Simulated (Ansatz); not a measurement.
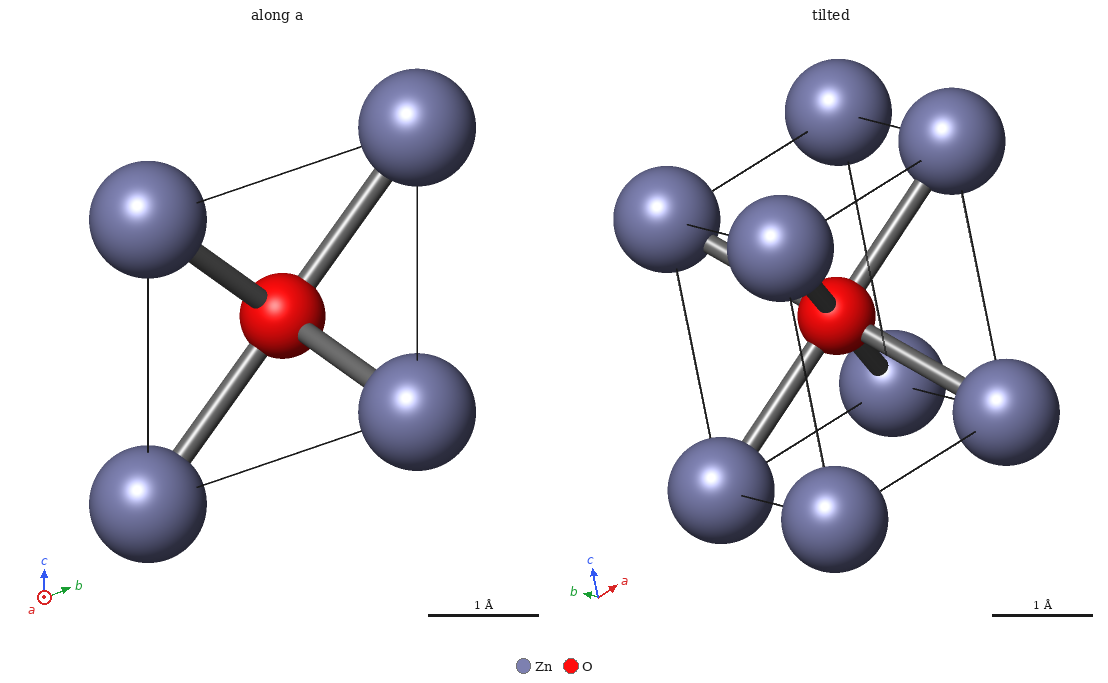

The figure gives a ball-and-stick picture of the atoms, viewed along the a axis and slightly off an axis. Atoms at the boundary of the simulation cell (the box) are drawn once for each face, edge or corner they touch.

Full input:
```yaml
crystal:
  lattice:
    - [-0.0446669283, 2.0891035314, 2.0891035314]
    - [2.0891035314, -0.0446669283, 2.0891035314]
    - [2.0891035314, 2.0891035314, -0.0446669283]
  atoms:
    - { symbol: Zn, position: [0.0, 0.0, 0.0] }
    - { symbol: O, position: [0.5, 0.5, 0.5] }
kpoints:
  mp_grid: { grid: [8, 8, 8] }
  band_path:
    path:
      - [0.0, 0.0, 0.0]
      - [0.5, 0.0, 0.5]
      - [0.625, 0.25, 0.625]
      - [0.375, 0.375, 0.75]
      - [0.5, 0.5, 0.5]
      - [0.5, 0.25, 0.75]
    npoints: 1
hamiltonian:
  xc: hse06
scf:
  occupations: { method: fixed }
  n_extra_bands: 4
output:
  forces: true
  stress: true
  eigenvalues: true
```
Run as:
```sh
ansatz run input.yaml --threads 4 --pin off --max-ram 3686MiB --backend cpu --events-out ev --progress --plain --runs-dir out
```

Computational set-up: DFT, HSE06, plane waves, PAW in Ansatz, plane waves up to 420 eV, k-point mesh 8×8×8, no spin polarisation.

### Metal or not?

A semiconductor at this level, with a gap of 2.90 eV, indirect; the smallest direct gap is 4.10 eV.

### Under what pressure is the structure?

The computed pressure is 7.4 GPa (compressed: it would expand).

The cell started as a structure type filled with these elements by a generator (whether the compound takes this form wasn't checked). The cell was then strained or its atoms displaced on purpose. It was run through Ansatz as a DFT input.

At this level of theory the cell isn't at rest (compressed, at 7 GPa), so its distances can differ from those at equilibrium, the more so the softer the solid.
